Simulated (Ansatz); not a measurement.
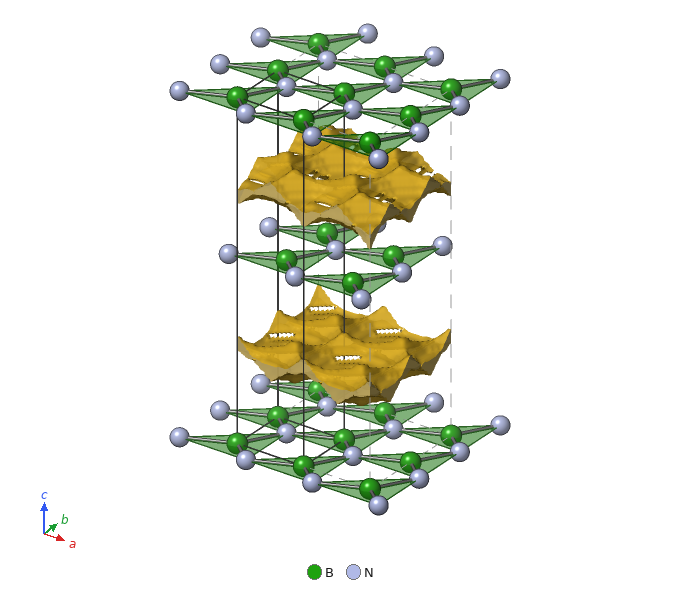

Bond-valence mismatch map for Mg2+ in BN (P-6m2): the yellow surface encloses the points where |V − 2| < 1.2 v.u. (2×2×1 cells, view slightly off an axis). Pale faces close the region where the drawn box cuts it.

At each point the valence sum V of a Mg2+ ion is computed from the anions within 5 Å (s = exp((R0 − d)/b), R0 fitted to published crystal structures with b = 0.37 Å; R0: Mg2+–N 1.814 Å). Points too close to the other cations are excluded (2.1 Å from B). Mg2+ is a guest here, not part of the formula. This is an empirical screen for pathways, not an energy calculation.

Origin of the cell: coordinates from a relaxation with DFT PBE, scalar-relativistic, plane waves, PAW in Ansatz.

Space group P-6m2 (No. 187). a = 2.512 Å, b = 2.512 Å, c = 8.361 Å, α = 90.00°, β = 90.00°, γ = 120.00°
```csv
atom,site,symmetry,x,y,z
B,1a,-6m2,0.0000,0.0000,0.0000
B,1d,-6m2,0.3333,0.6667,0.5000
N,1c,-6m2,0.3333,0.6667,0.0000
N,1f,-6m2,0.6667,0.3333,0.5000
```

How are the low-mismatch regions connected?

Answer. The regions form a two-dimensional network in layers parallel to (001).

At which mismatch do paths open?

Answer. From a mismatch of about 0.80 v.u. the regions form a two-dimensional network in layers parallel to (001). No third dimension opens below 1.4 v.u. These are grid estimates, good to about 0.1 v.u.
